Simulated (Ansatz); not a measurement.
## Run report: Al₁₆Ni₁₆H, geometry relaxation (part 3 of 3)

Continued. System: Al₁₆Ni₁₆H (slab, 33 atoms in the cell). Method: DFT PBE+D3(BJ), scalar-relativistic, plane waves, PAW, no spin polarisation (Ansatz 0.2.0); cutoff 420 eV, 5×4×1 k-mesh, Gaussian smearing of 0.1 eV. The structure derives from an entry of the Crystallography Open Database. The input holds or restrains some coordinates.

Output, continued:
```
--- Relaxed structure (5 steps of the walk, 5 accepted, 0 SCFs on fresh bases) ---
  F+E_penalty+E_count = -102073.09180821 eV   max|allowed force component| = 2.110e-3 eV/Å
  atoms:
    - { symbol: Al, position: [0.0, 0.24999999999999997, 0.3391655233] }
    - { symbol: Al, position: [0.0, 0.7499999999999999, 0.3391655233] }
    - { symbol: Al, position: [0.5, 0.24999999999999997, 0.3391655233] }
    - { symbol: Al, position: [0.5, 0.7499999999999999, 0.3391655233] }
    - { symbol: Ni, position: [0.25, 0.49999999999999994, 0.3391655233] }
    - { symbol: Ni, position: [0.25, 0.0, 0.3391655233] }
    - { symbol: Ni, position: [0.7500000000000001, 0.49999999999999994, 0.3391655233] }
    - { symbol: Ni, position: [0.7500000000000001, 0.0, 0.3391655233] }
    - { symbol: Al, position: [0.0, 0.49999999999999994, 0.4197872902] }
    - { symbol: Al, position: [0.0, 0.0, 0.4197872902] }
    - { symbol: Al, position: [0.5, 0.49999999999999994, 0.4197872902] }
    - { symbol: Al, position: [0.5, 0.0, 0.4197872902] }
    - { symbol: Ni, position: [0.25, 0.7499999999999999, 0.4197872902] }
    - { symbol: Ni, position: [0.25, 0.24999999999999997, 0.4197872902] }
    - { symbol: Ni, position: [0.7500000000000001, 0.7499999999999999, 0.4197872902] }
    - { symbol: Ni, position: [0.7500000000000001, 0.24999999999999997, 0.4197872902] }
    - { symbol: Al, position: [-6.740093928058224e-35, 0.7490942095777733, 0.4997516527471085] }
    - { symbol: Al, position: [-6.740093928058224e-35, 0.25090579042222655, 0.4997516527471085] }
    - { symbol: Al, position: [0.5, 0.7509979936523533, 0.501083329772172] }
    - { symbol: Al, position: [0.5, 0.24900200634764658, 0.501083329772172] }
    - { symbol: Ni, position: [0.24811678448819566, -1.8612689000737717e-19, 0.49842926938037235] }
    - { symbol: Ni, position: [0.25484041755084896, 0.49999999999999994, 0.5011825082660086] }
    - { symbol: Ni, position: [0.7518832155118044, -1.861268900073774e-19, 0.49842926938037235] }
    - { symbol: Ni, position: [0.745159582449151, 0.49999999999999994, 0.5011825082660086] }
    - { symbol: Al, position: [0.0, 5.062336384806574e-20, 0.5857188886043365] }
    - { symbol: Al, position: [0.0, 0.49999999999999994, 0.5835275452209618] }
    - { symbol: Al, position: [0.5, -3.150321160138211e-19, 0.583594645799643] }
    - { symbol: Al, position: [0.5, 0.49999999999999994, 0.5891735291678606] }
    - { symbol: Ni, position: [0.24340147539357448, 0.24714752352000618, 0.5767489487922778] }
    - { symbol: Ni, position: [0.24340147539357448, 0.7528524764799936, 0.5767489487922778] }
    - { symbol: Ni, position: [0.7565985246064256, 0.24714752352000618, 0.5767489487922778] }
    - { symbol: Ni, position: [0.7565985246064256, 0.7528524764799936, 0.5767489487922778] }
    - { symbol: H, position: [0.5, 0.49999999999999994, 0.6541382673997738] }
```

Trajectory as extended XYZ (Å, eV, eV/Å), 5 frames, from step=1 to step=5:
```
33
Lattice="5.7148 0.0000 0.0000 0.0000 8.0820 0.0000 0.0000 0.0000 25.0615" Properties=species:S:1:pos:R:3:forces:R:3 step=1 energy=-102072.94150
Al    0.0000    2.0205    8.5000    0.0000   0.0231  -0.5791
Al    0.0000    6.0615    8.5000    0.0000  -0.0231  -0.5791
Al    2.8574    2.0205    8.5000    0.0000  -0.0076  -0.6320
Al    2.8574    6.0615    8.5000    0.0000   0.0076  -0.6320
Ni    1.4287    4.0410    8.5000   -0.0323   0.0000   0.5668
Ni    1.4287    0.0000    8.5000    0.0567   0.0000   0.5504
Ni    4.2861    4.0410    8.5000    0.0323   0.0000   0.5668
Ni    4.2861    0.0000    8.5000   -0.0567   0.0000   0.5504
Al    0.0000    4.0410   10.5205    0.0000   0.0000  -0.3327
Al    0.0000    0.0000   10.5205    0.0000   0.0000  -0.3758
Al    2.8574    4.0410   10.5205    0.0000   0.0000  -0.3666
Al    2.8574    0.0000   10.5205    0.0000   0.0000  -0.3140
Ni    1.4287    6.0615   10.5205    0.0160   0.0000   0.4399
Ni    1.4287    2.0205   10.5205    0.0160   0.0000   0.4399
Ni    4.2861    6.0615   10.5205   -0.0160   0.0000   0.4399
Ni    4.2861    2.0205   10.5205   -0.0160   0.0000   0.4399
Al    0.0000    6.0615   12.5531    0.0000   0.0212   0.0292
Al    0.0000    2.0205   12.5531    0.0000  -0.0212   0.0292
Al    2.8574    6.0615   12.5531    0.0000   0.0285   0.0641
Al    2.8574    2.0205   12.5531    0.0000  -0.0285   0.0641
Ni    1.4287    0.0000   12.5185   -0.0407   0.0000  -0.1132
Ni    1.4287    4.0410   12.5185    0.0590   0.0000   0.2311
Ni    4.2861    0.0000   12.5185    0.0407   0.0000  -0.1132
Ni    4.2861    4.0410   12.5185   -0.0590   0.0000   0.2311
Al    0.0000    0.0000   14.6716    0.0000   0.0000   0.0193
Al    0.0000    4.0410   14.6716    0.0000   0.0000  -0.2520
Al    2.8574    0.0000   14.6716    0.0000   0.0000  -0.1092
Al    2.8574    4.0410   14.6716    0.0000   0.0000  -1.2447
Ni    1.4287    2.0205   14.4874   -0.2512  -0.2021  -0.1346
Ni    1.4287    6.0615   14.4874   -0.2512   0.2021  -0.1346
Ni    4.2861    2.0205   14.4874    0.2512  -0.2021  -0.1346
Ni    4.2861    6.0615   14.4874    0.2512   0.2021  -0.1346
H     2.8574    4.0410   16.1916    0.0000   0.0000   1.5185
33
Lattice="5.7148 0.0000 0.0000 0.0000 8.0820 0.0000 0.0000 0.0000 25.0615" Properties=species:S:1:pos:R:3:forces:R:3 step=2 energy=-102073.05429
Al    0.0000    2.0205    8.5000    0.0000   0.0246  -0.5801
Al    0.0000    6.0615    8.5000    0.0000  -0.0246  -0.5801
Al    2.8574    2.0205    8.5000    0.0000  -0.0079  -0.6341
Al    2.8574    6.0615    8.5000    0.0000   0.0079  -0.6341
Ni    1.4287    4.0410    8.5000   -0.0324   0.0000   0.5708
Ni    1.4287    0.0000    8.5000    0.0578   0.0000   0.5438
Ni    4.2861    4.0410    8.5000    0.0324   0.0000   0.5708
Ni    4.2861    0.0000    8.5000   -0.0578   0.0000   0.5438
Al    0.0000    4.0410   10.5205    0.0000   0.0000  -0.2847
Al    0.0000    0.0000   10.5205    0.0000   0.0000  -0.4503
Al    2.8574    4.0410   10.5205    0.0000   0.0000  -0.3475
Al    2.8574    0.0000   10.5205    0.0000   0.0000  -0.3547
Ni    1.4287    6.0615   10.5205    0.0248  -0.0064   0.4276
Ni    1.4287    2.0205   10.5205    0.0248   0.0064   0.4276
Ni    4.2861    6.0615   10.5205   -0.0248  -0.0064   0.4276
Ni    4.2861    2.0205   10.5205   -0.0248   0.0064   0.4276
Al    0.0000    6.0606   12.5437    0.0000   0.0036   0.0032
Al    0.0000    2.0214   12.5437    0.0000  -0.0036   0.0032
Al    2.8574    6.0658   12.5534    0.0000  -0.0018   0.0457
Al    2.8574    2.0162   12.5534    0.0000   0.0018   0.0457
Ni    1.4244    0.0000   12.5072   -0.0214   0.0000  -0.0811
Ni    1.4364    4.0410   12.5294    0.0550   0.0000   0.1594
Ni    4.2905    0.0000   12.5072    0.0214   0.0000  -0.0811
Ni    4.2784    4.0410   12.5294   -0.0550   0.0000   0.1594
Al    0.0000    0.0000   14.6663    0.0000   0.0000   0.0394
Al    0.0000    4.0410   14.6448    0.0000   0.0000  -0.1288
Al    2.8574    0.0000   14.6481    0.0000   0.0000  -0.0464
Al    2.8574    4.0410   14.7019    0.0000   0.0000  -0.3133
Ni    1.4158    2.0107   14.4746   -0.1561  -0.1098  -0.0893
Ni    1.4158    6.0713   14.4746   -0.1561   0.1098  -0.0893
Ni    4.2991    2.0107   14.4746    0.1561  -0.1098  -0.0893
Ni    4.2991    6.0713   14.4746    0.1561   0.1098  -0.0893
H     2.8574    4.0410   16.2936    0.0000   0.0000   0.4760
33
Lattice="5.7148 0.0000 0.0000 0.0000 8.0820 0.0000 0.0000 0.0000 25.0615" Properties=species:S:1:pos:R:3:forces:R:3 step=3 energy=-102073.08940
Al    0.0000    2.0205    8.5000    0.0000   0.0283  -0.5806
Al    0.0000    6.0615    8.5000    0.0000  -0.0283  -0.5806
Al    2.8574    2.0205    8.5000    0.0000  -0.0079  -0.6380
Al    2.8574    6.0615    8.5000    0.0000   0.0079  -0.6380
Ni    1.4287    4.0410    8.5000   -0.0334   0.0000   0.5800
Ni    1.4287    0.0000    8.5000    0.0595   0.0000   0.5299
Ni    4.2861    4.0410    8.5000    0.0334   0.0000   0.5800
Ni    4.2861    0.0000    8.5000   -0.0595   0.0000   0.5299
Al    0.0000    4.0410   10.5205    0.0000   0.0000  -0.1753
Al    0.0000    0.0000   10.5205    0.0000   0.0000  -0.5584
Al    2.8574    4.0410   10.5205    0.0000   0.0000  -0.2879
Al    2.8574    0.0000   10.5205    0.0000   0.0000  -0.3957
Ni    1.4287    6.0615   10.5205    0.0498  -0.0185   0.4076
Ni    1.4287    2.0205   10.5205    0.0498   0.0185   0.4076
Ni    4.2861    6.0615   10.5205   -0.0498  -0.0185   0.4076
Ni    4.2861    2.0205   10.5205   -0.0498   0.0185   0.4076
Al    0.0000    6.0551   12.5238    0.0000  -0.0076   0.0065
Al    0.0000    2.0269   12.5238    0.0000   0.0076   0.0065
Al    2.8574    6.0699   12.5594    0.0000   0.0153  -0.0031
Al    2.8574    2.0121   12.5594    0.0000  -0.0153  -0.0031
Ni    1.4182    0.0000   12.4915    0.0053   0.0000  -0.0026
Ni    1.4587    4.0410   12.5605   -0.0371   0.0000  -0.0306
Ni    4.2967    0.0000   12.4915   -0.0053   0.0000  -0.0026
Ni    4.2561    4.0410   12.5605    0.0371   0.0000  -0.0306
Al    0.0000    0.0000   14.6784    0.0000   0.0000   0.0143
Al    0.0000    4.0410   14.6181    0.0000   0.0000   0.0172
Al    2.8574    0.0000   14.6308    0.0000   0.0000  -0.0215
Al    2.8574    4.0410   14.7280    0.0000   0.0000   0.0300
Ni    1.3878    1.9931   14.4561    0.0062   0.0202  -0.0107
Ni    1.3878    6.0890   14.4561    0.0062  -0.0202  -0.0107
Ni    4.3271    1.9931   14.4561   -0.0062   0.0202  -0.0107
Ni    4.3271    6.0890   14.4561   -0.0062  -0.0202  -0.0107
H     2.8574    4.0410   16.3507    0.0000   0.0000   0.0676
33
Lattice="5.7148 0.0000 0.0000 0.0000 8.0820 0.0000 0.0000 0.0000 25.0615" Properties=species:S:1:pos:R:3:forces:R:3 step=4 energy=-102073.09150
Al    0.0000    2.0205    8.5000    0.0000   0.0283  -0.5819
Al    0.0000    6.0615    8.5000    0.0000  -0.0283  -0.5819
Al    2.8574    2.0205    8.5000    0.0000  -0.0081  -0.6362
Al    2.8574    6.0615    8.5000    0.0000   0.0081  -0.6362
Ni    1.4287    4.0410    8.5000   -0.0340   0.0000   0.5780
Ni    1.4287    0.0000    8.5000    0.0589   0.0000   0.5285
Ni    4.2861    4.0410    8.5000    0.0340   0.0000   0.5780
Ni    4.2861    0.0000    8.5000   -0.0589   0.0000   0.5285
Al    0.0000    4.0410   10.5205    0.0000   0.0000  -0.1697
Al    0.0000    0.0000   10.5205    0.0000   0.0000  -0.5601
Al    2.8574    4.0410   10.5205    0.0000   0.0000  -0.2789
Al    2.8574    0.0000   10.5205    0.0000   0.0000  -0.4015
Ni    1.4287    6.0615   10.5205    0.0448  -0.0200   0.4096
Ni    1.4287    2.0205   10.5205    0.0448   0.0200   0.4096
Ni    4.2861    6.0615   10.5205   -0.0448  -0.0200   0.4096
Ni    4.2861    2.0205   10.5205   -0.0448   0.0200   0.4096
Al    0.0000    6.0553   12.5258    0.0000  -0.0095  -0.0062
Al    0.0000    2.0267   12.5258    0.0000   0.0095  -0.0062
Al    2.8574    6.0697   12.5570    0.0000  -0.0069   0.0054
Al    2.8574    2.0123   12.5570    0.0000   0.0069   0.0054
Ni    1.4180    0.0000   12.4910    0.0015   0.0000   0.0052
Ni    1.4551    4.0410   12.5599    0.0086   0.0000   0.0113
Ni    4.2968    0.0000   12.4910   -0.0015   0.0000   0.0052
Ni    4.2598    4.0410   12.5599   -0.0086   0.0000   0.0113
Al    0.0000    0.0000   14.6783    0.0000   0.0000  -0.0023
Al    0.0000    4.0410   14.6279    0.0000   0.0000  -0.0145
Al    2.8574    0.0000   14.6257    0.0000   0.0000   0.0002
Al    2.8574    4.0410   14.7759    0.0000   0.0000   0.0080
Ni    1.3926    1.9993   14.4542   -0.0037  -0.0098   0.0015
Ni    1.3926    6.0828   14.4542   -0.0037   0.0098   0.0015
Ni    4.3222    1.9993   14.4542    0.0037  -0.0098   0.0015
Ni    4.3222    6.0828   14.4542    0.0037   0.0098   0.0015
H     2.8574    4.0410   16.4069    0.0000   0.0000  -0.0335
33
Lattice="5.7148 0.0000 0.0000 0.0000 8.0820 0.0000 0.0000 0.0000 25.0615" Properties=species:S:1:pos:R:3:forces:R:3 step=5 energy=-102073.09181
Al    0.0000    2.0205    8.5000    0.0000   0.0284  -0.5815
Al    0.0000    6.0615    8.5000    0.0000  -0.0284  -0.5815
Al    2.8574    2.0205    8.5000    0.0000  -0.0081  -0.6368
Al    2.8574    6.0615    8.5000    0.0000   0.0081  -0.6368
Ni    1.4287    4.0410    8.5000   -0.0339   0.0000   0.5785
Ni    1.4287    0.0000    8.5000    0.0592   0.0000   0.5286
Ni    4.2861    4.0410    8.5000    0.0339   0.0000   0.5785
Ni    4.2861    0.0000    8.5000   -0.0592   0.0000   0.5286
Al    0.0000    4.0410   10.5205    0.0000   0.0000  -0.1719
Al    0.0000    0.0000   10.5205    0.0000   0.0000  -0.5588
Al    2.8574    4.0410   10.5205    0.0000   0.0000  -0.2812
Al    2.8574    0.0000   10.5205    0.0000   0.0000  -0.3978
Ni    1.4287    6.0615   10.5205    0.0472  -0.0193   0.4085
Ni    1.4287    2.0205   10.5205    0.0472   0.0193   0.4085
Ni    4.2861    6.0615   10.5205   -0.0472  -0.0193   0.4085
Ni    4.2861    2.0205   10.5205   -0.0472   0.0193   0.4085
Al    0.0000    6.0542   12.5245    0.0000  -0.0001   0.0006
Al    0.0000    2.0278   12.5245    0.0000   0.0001   0.0006
Al    2.8574    6.0696   12.5579    0.0000   0.0008  -0.0005
Al    2.8574    2.0124   12.5579    0.0000  -0.0008  -0.0005
Ni    1.4179    0.0000   12.4914    0.0001   0.0000   0.0004
Ni    1.4564    4.0410   12.5604   -0.0006   0.0000   0.0000
Ni    4.2969    0.0000   12.4914   -0.0001   0.0000   0.0004
Ni    4.2585    4.0410   12.5604    0.0006   0.0000   0.0000
Al    0.0000    0.0000   14.6790    0.0000   0.0000  -0.0004
Al    0.0000    4.0410   14.6241    0.0000   0.0000   0.0003
Al    2.8574    0.0000   14.6258    0.0000   0.0000  -0.0004
Al    2.8574    4.0410   14.7656    0.0000   0.0000   0.0011
Ni    1.3910    1.9974   14.4542   -0.0003  -0.0007  -0.0003
Ni    1.3910    6.0846   14.4542   -0.0003   0.0007  -0.0003
Ni    4.3238    1.9974   14.4542    0.0003  -0.0007  -0.0003
Ni    4.3238    6.0846   14.4542    0.0003   0.0007  -0.0003
H     2.8574    4.0410   16.3937    0.0000   0.0000  -0.0021
```

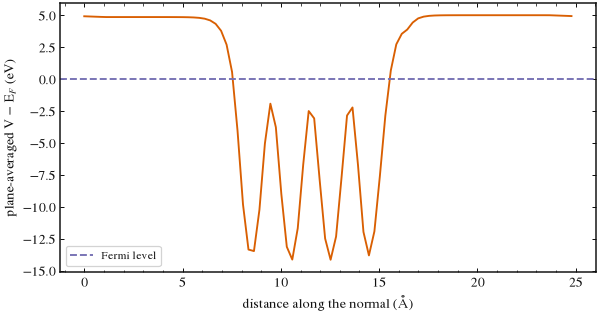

Plane average of the electrostatic potential energy of an electron across the cell, from the Fermi level. The vacuum level lies 5.01 eV above the Fermi level on the upper side and 4.86 eV on the lower.

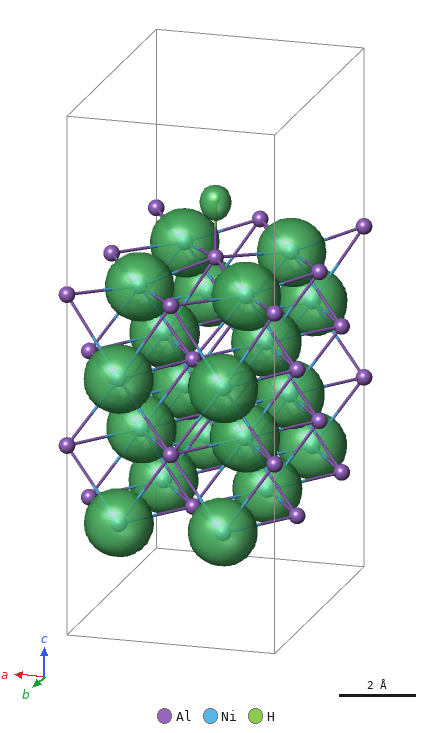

Isosurface of the valence pseudo-density at 0.6 e/Å³ (green), seen at an oblique angle. Sticks mark near contacts. At this value the density breaks into separate islands; it holds about 75 % of the electrons treated as valence (semicore included). It is pinched off along the Al–H (1.63 Å), Al–Ni (2.38 Å), Al–Ni (2.43 Å) and Al–Ni (2.47 Å) contacts. On the grid the lowest density along these lines, outside the cores, is 0.35 e/Å³ (Al–H, 1.63 Å), 0.29 e/Å³ (Al–Ni, 2.38 Å), 0.27 e/Å³ (Al–Ni, 2.43 Å) and 0.25 e/Å³ (Al–Ni, 2.47 Å). In a PAW calculation such maps are meaningful between the atoms, not at the nuclei.

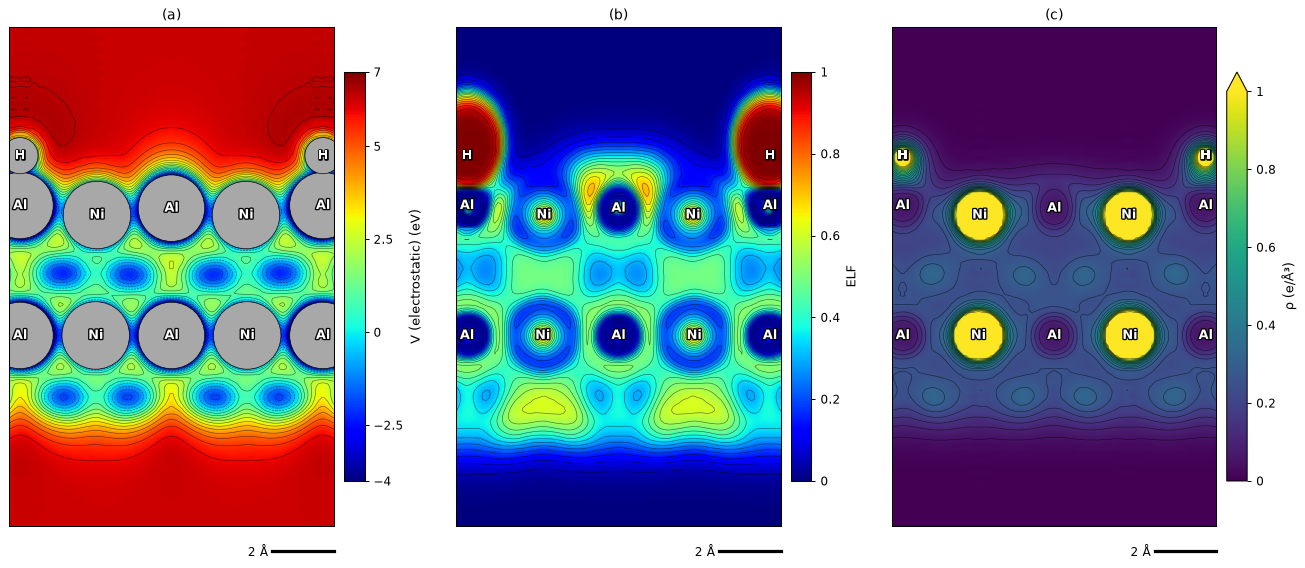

(a) electrostatic potential energy of an electron; (b) electron localisation function; (c) valence electron density on the (11̄0) plane of the calculation cell, a cut from vacuum to vacuum. Grey discs, where drawn, cover atomic cores. The section cuts through Al, Ni and H sites. Al–H (1.63 Å): the density is about 0.41 e/Å³ at the midpoint; the ELF climbs to about 1 towards the hydrogen, as it does in any bond to H. Al–Ni (2.44 Å): ρ is about 0.33 e/Å³ halfway; the ELF peaks at about 0.60 between the atoms. Al–Ni (2.47 Å): the density is about 0.31 e/Å³ at the midpoint; the ELF is about 0.40 at the midpoint (no shared electron pair). Al–Ni (2.53 Å): ρ at the midpoint is about 0.28 e/Å³; the ELF is about 0.45 at the midpoint (no localised pair between them). The density dies away to nearly zero in the vacuum. The strong features right at Ni lie inside the PAW spheres (semicore, d or f shells) and say nothing about bonding.

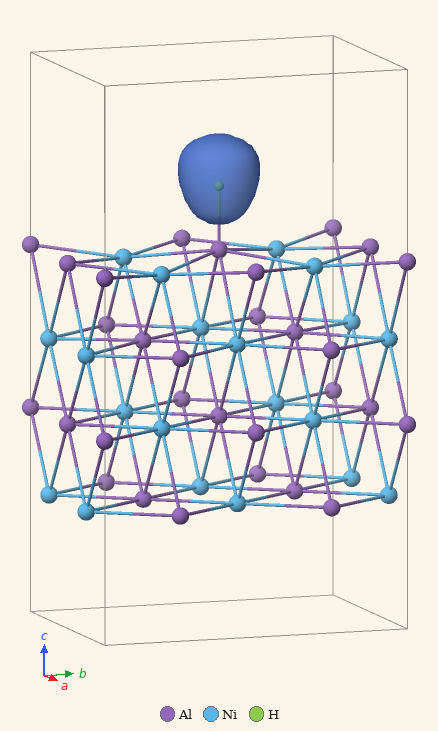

Isosurface of the electron localisation function at 0.8 (blue), seen slightly off an axis. Core shells and regions of very low density are left out. Sticks mark near contacts. The ELF exceeds this value in one region around a hydrogen nucleus, counted in one cell of 33 atoms. Counts are for one cell; the picture repeats the cell along the surface.  Values along the shortest contacts: Al–H (1.63 Å): the ELF climbs to about 1 towards the hydrogen. Al–Ni (2.38 Å): the ELF is about 0.40 at the midpoint; no localised pair between them.

Summary:

- outcome: converged under the restraints of the input
- electrons treated: 337
- free energy: −102073.0918 eV
- work function, top face: 5.01 eV
- work function, bottom face: 4.86 eV
- Fermi energy: 1.352 eV
- gap on the k-point mesh: none (metallic)
- final volume: 1157.53 Å³
- work function (upper face): 5.01 eV
- largest force (length of the vector) at the end, held atoms and coordinates included: 0.637 eV/Å
- wall time: 7.5 min (CPU time 29 min)
- peak memory: 4.7 GiB

Remarks:

The program warns: the exchange-correlation potential is rough where the density is thin. The run has no spin polarisation, so a magnetic state may lie lower.
